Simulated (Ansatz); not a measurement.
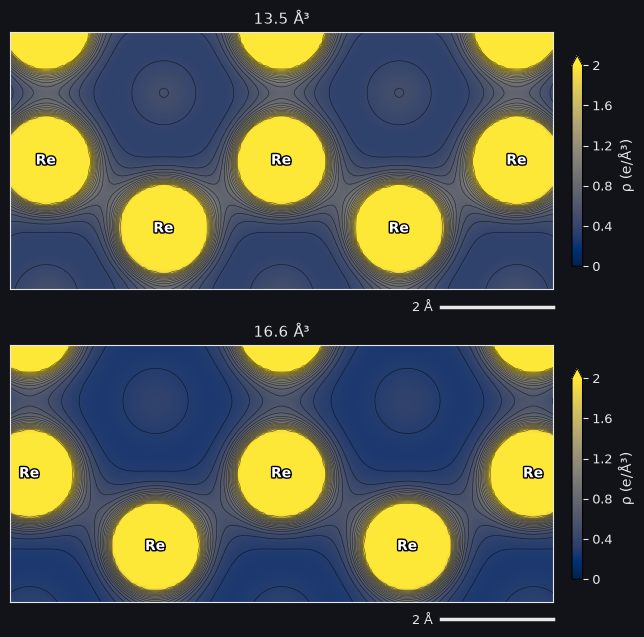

Re. The valence charge density (pseudo) of cells scaled evenly to different volumes (given per atom above each panel), on the (001) plane of each (indices in the axes of the cell below), at one length scale and on one colour scale.

A generated structure, not necessarily the stable one; computed without spin polarisation.

Theory: DFT, RPBE, plane waves (420 eV) with PAW, scalar-relativistic (Ansatz 0.2.0).

In a PAW calculation such maps are meaningful between the atoms, not at the nuclei.

The largest cell:

```cif
data_structure
_symmetry_space_group_name_H-M 'P 1'
_symmetry_Int_Tables_number 1
_cell_length_a 4.5101
_cell_length_b 4.5101
_cell_length_c 2.8265
_cell_angle_alpha 90.000
_cell_angle_beta 90.000
_cell_angle_gamma 120.000
_cell_volume 49.79
loop_
_atom_site_label
_atom_site_type_symbol
_atom_site_fract_x
_atom_site_fract_y
_atom_site_fract_z
_atom_site_occupancy
Re1 Re 0.00000 0.00000 0.00000 1
Re2 Re 0.33333 0.66667 0.50000 1
Re3 Re 0.66667 0.33333 0.50000 1
```

| volume (Å³/atom) | Re–Re contact in the plane (Å) | ρ at its midpoint (e/Å³) | 
| --- | --- | --- |
| 13.52 | 2.432 | 0.757 | 
| 15.37 | 2.538 | ? | 
| 16.60 | 2.604 | 0.581 | 

Q: Estimate the missing row, and compare with the calculation.

A: Over the known rows ln ρ falls by 1.54 per Å of Re–Re distance (the line through the two), which gives 0.643 e/Å³ at 2.538 Å; the calculation gives 0.643 e/Å³.
